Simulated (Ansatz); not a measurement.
# A series of single points on Nb

System: Nb (Fm-3m, 1 atom in the cell).
Method: DFT, revPBE, plane waves (420 eV) with PAW, scalar-relativistic, no spin polarisation (Ansatz 0.2.0).

The 7 runs differ only in the geometry, by an even scaling of the cell at fixed fractional positions.

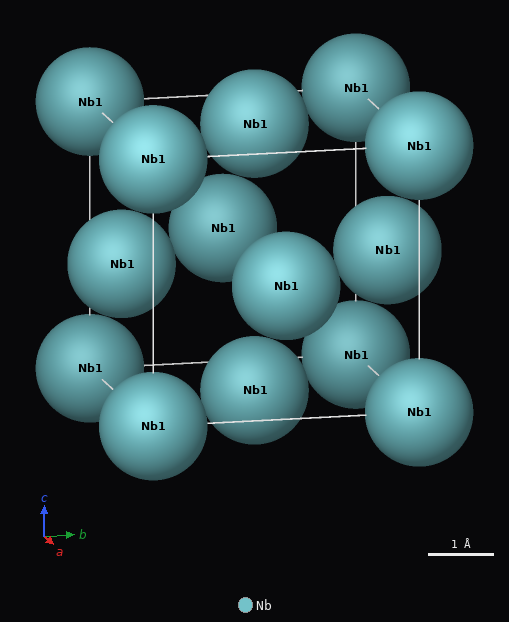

Figure 1. The structure of run 4 (spheres-only view of the cell 4 times as large as that of the calculation, set on its symmetry axes, seen slightly off an axis; atoms are numbered from 1 in the order of the input).

### Input of run 4
```yaml
crystal:
  lattice:
    - [0.0, 2.1191591115, 2.1191591115]
    - [2.1191591115, 0.0, 2.1191591115]
    - [2.1191591115, 2.1191591115, 0.0]
  atoms:
    - { symbol: Nb, position: [0.0, 0.0, 0.0] }
hamiltonian:
  xc: revpbe
  pseudopotentials:
    kind: paw
    azcp:
      Nb: "pseudopotentials/Nb.paw.azcp"
basis:
  ecutwfc: 420
  fft_grid_basis: typed
kpoints:
  mp_grid: { grid: [14, 14, 14], shift: [0, 0, 0] }
magnetization:
  spin_polarized: false
scf:
  occupations: { method: fermi_dirac, width: 0.1 }
  lower_state_search: "off"
output:
  stress: true
```

Run 3 differs from it as follows:
```diff
-    - [0.0, 2.1191591115, 2.1191591115]
-    - [2.1191591115, 0.0, 2.1191591115]
-    - [2.1191591115, 2.1191591115, 0.0]
+    - [0.0, 2.0905183152, 2.0905183152]
+    - [2.0905183152, 0.0, 2.0905183152]
+    - [2.0905183152, 2.0905183152, 0.0]
```

### Results, with one run withheld

| run | volume per atom (Å³) | free energy per atom, from the lowest run given (meV) | pressure (GPa) |
| --- | --- | --- | --- |
| 1 | 16.750 | 160.15 | 25.09 |
| 2 | 17.511 | 65.67 | 15.00 |
| 3 | 18.272 | ? | ? |
| 4 | 19.034 | 0.00 | −0.23 |
| 5 | 19.795 | 15.09 | −5.94 |
| 6 | 20.556 | 54.93 | −10.68 |
| 7 | 21.318 | 115.25 | −14.58 |

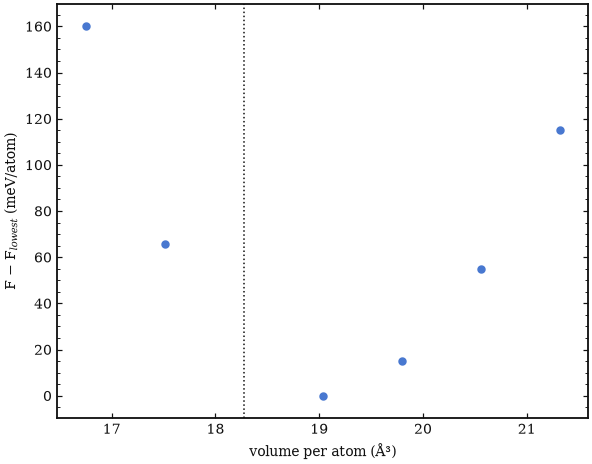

Figure 2. Free energy per atom of the runs given; the dotted line marks run 3.

What should run 3 give?

A cubic polynomial in V^(−2/3) (the Birch–Murnaghan form), fitted to the 6 runs given, misses them by at most 0.04 meV per atom. With x = V^(−2/3) − 0.14022 Å⁻², it reads F = 0.0445 − 411.45 x + 1.0661e+06 x² − 1.1118e+06 x³ (meV per atom). At run 3 it gives 14.81 meV per atom, and the run itself gives 14.81. The slope of the fit gives a pressure −dF/dV of 6.67 GPa there, and the run prints 6.67 GPa. The fit has its minimum at 19.006 Å³ per atom, where V d²F/dV² gives 157 GPa: the bulk modulus at this level, since symmetry fixes the shape and the positions.

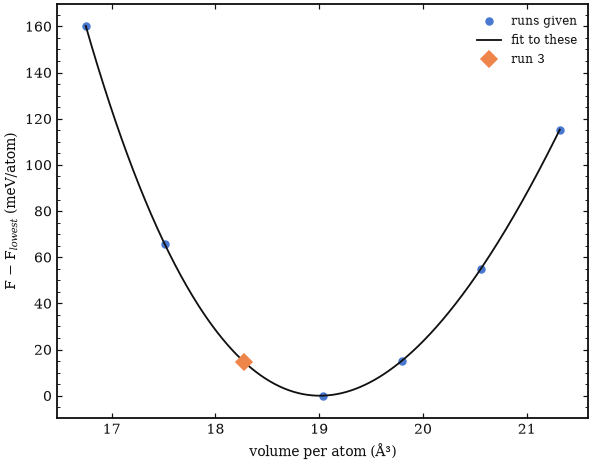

Figure 3. The fit and the withheld run.

### Output, shortened to warnings, some set-up lines, iterations and results (run 3)
```
Basis set: ecut = 420 eV, 339 PW (Γ)
Symmetry: 48 space group operations
k-points: 104 of 2744
Initial density: superposition of atomic densities (neutral atoms: chi_scale 0, normalization atom), corrected by the library's trained network
[...]
SCF iter   1: F=—  HF=-4556.887450 eV  |F-HF|=—  |Δ(HF+E_count)|=         —  Δρ=3.02e-3  dr2=4.88e-4  ethr=1.77e-3  ⟨swp⟩=4.9  Hψ=6656  notcnv=0
SCF iter   2: F=—  HF=-4556.887727 eV  |F-HF|=—  |Δ(HF+E_count)|=   2.76e-4  Δρ=1.54e-3  dr2=1.31e-4  ethr=3.76e-6  ⟨swp⟩=2.2  Hψ=2366  notcnv=0
SCF iter   3: F=—  HF=-4556.887853 eV  |F-HF|=—  |Δ(HF+E_count)|=   1.26e-4  Δρ=1.40e-4  dr2=1.65e-6  ethr=1.01e-6  ⟨swp⟩=2.1  Hψ=1378  notcnv=0
SCF iter   4: F=—  HF=-4556.887852 eV  |F-HF|=—  |Δ(HF+E_count)|=   5.68e-7  Δρ=3.74e-5  dr2=1.04e-7  ethr=1.27e-8  ⟨swp⟩=2.0  Hψ=1802  notcnv=0
SCF iter   5: F=-4556.887852 eV  HF=-4556.887852 eV  |F-HF|=1.06e-8  |Δ(HF+E_count)|=   1.12e-8  Δρ=1.59e-5  dr2=1.90e-8  ethr=7.98e-10  ⟨swp⟩=2.2  Hψ=1453  notcnv=0
SCF iter   6: F=-4556.887852 eV  HF=-4556.887852 eV  |F-HF|=5.46e-11  |Δ(HF+E_count)|=   5.94e-9  Δρ=1.33e-6  dr2=1.17e-10  ethr=1.46e-10  ⟨swp⟩=2.0  Hψ=3844  notcnv=0
SCF 1 converged in 6 iterations: F = -4556.887852 eV  dr2 = 1.17e-10
SCF converged after 6 iterations
Free energy (F): -4556.887852 eV
Harris-Foulkes:  -4556.887852 eV  (|F-HF|=5.46e-11)
Internal energy: -4556.838313 eV  (E = F + TS)
E sigma→0 (E₀):  -4556.863082 eV
Entropy (-TS):   -0.049540 eV (-49.540 meV/atom)
Fermi energy:    17.916705 eV
--- Per-component energies (eV) ---
  E_band       = -70.347135
  E_kinetic    = 395.108804
  E_local      = -701.155571  (includes V_loc(G=0)·N_el)
  E_nonlocal   = 119.101788
  E_hartree    = 218.384174
  E_xc         = -175.836117
  E_vxc        = -213.094605  (∫ρ·V_xc dr)
  E_paw        = -3078.087722  (= ΣΔE_a)
  E_vpaw       = -107.075769  (= ΣTr[D̂ρ^β])
  E_aug_tail   = 0.000008  (compensation charges beyond the density's cutoff)
  E_ewald      = -1334.291784
  E_core_change = -0.061892  (= ΣΔE_core)
  E_smearing   = -0.049540  (= −TS)
  E_closure    = 0.000000  (closes the sum)
  Σ components = -4556.887852   (vs F -4556.887852, Δ=0.00e0)
--- Stress (GPa, compression-positive) ---
        6.671932      -0.000000       0.000000
        0.000000       6.671932      -0.000000
        0.000000       0.000000       6.671932
  P = ⅓ Tr σ = 6.6719 GPa (66.719 kbar)
```
